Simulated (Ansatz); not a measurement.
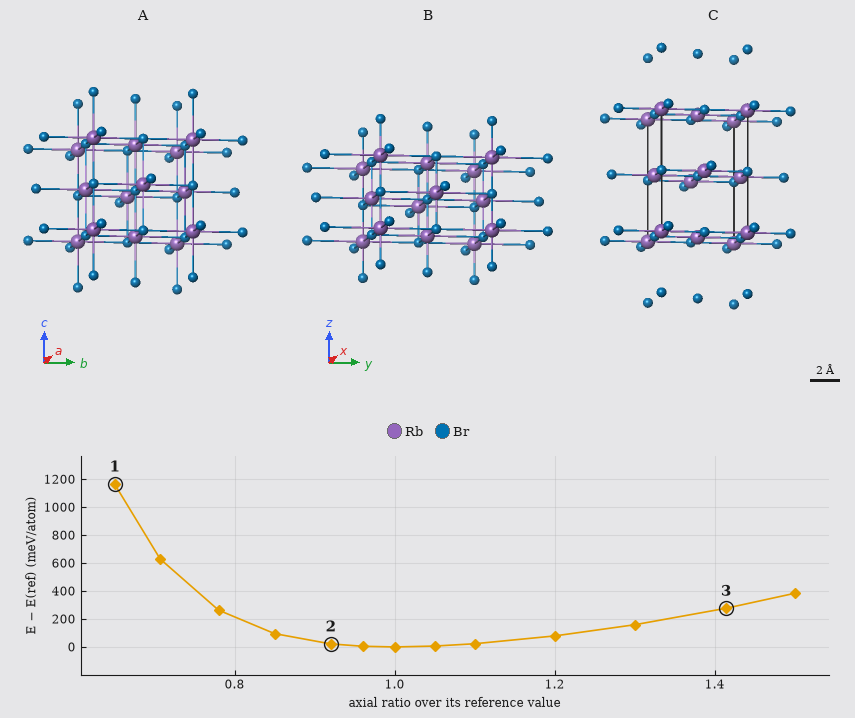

A crystal of RbBr (Fm-3m): the ratio of the cell's length along z to its lengths across, counted as 1 for the reference, is changed at fixed volume (a tetragonal or Bain path), with the atoms kept at their fractional coordinates. x, y and z are the Cartesian axes of the input. The frames are shuffled; the numbered points of the plot belong to them. A ball-and-stick model of the conventional cell (4 times the calculation's cell), seen along the a axis, with a slight tilt. Lengths and directions refer to the drawn axes.

All numbers below come from DFT PBE, scalar-relativistic, plane waves, PAW (Ansatz 0.2.0). Set-up: plane-wave cutoff 420 eV; k-point mesh 6 × 6 × 6; occupations gaussian; smearing width 0.05 eV; no spin polarisation. Energies (free energies at the smearing named) are counted from the cell as listed in its source, which wasn't relaxed.

Question: Match the frames to the points.

Answer: Point 1 is frame B (the relative ratio 0.65, 1166 meV/atom); 2 is frame A (the relative ratio 0.92, 22 meV/atom); 3 is frame C (the relative ratio 1.414, 276 meV/atom). The lowest computed point lies at the relative ratio 1.00 (0 meV/atom). The unrelaxed reference is under a pressure of 1.0 GPa. The distortion takes the space group from Fm-3m to I4/mmm. At the relative ratio 1.50 the cell of the drawing goes a 6.855 → 5.988 Å, b 6.855 → 5.988 Å, c 6.855 → 8.983 Å.
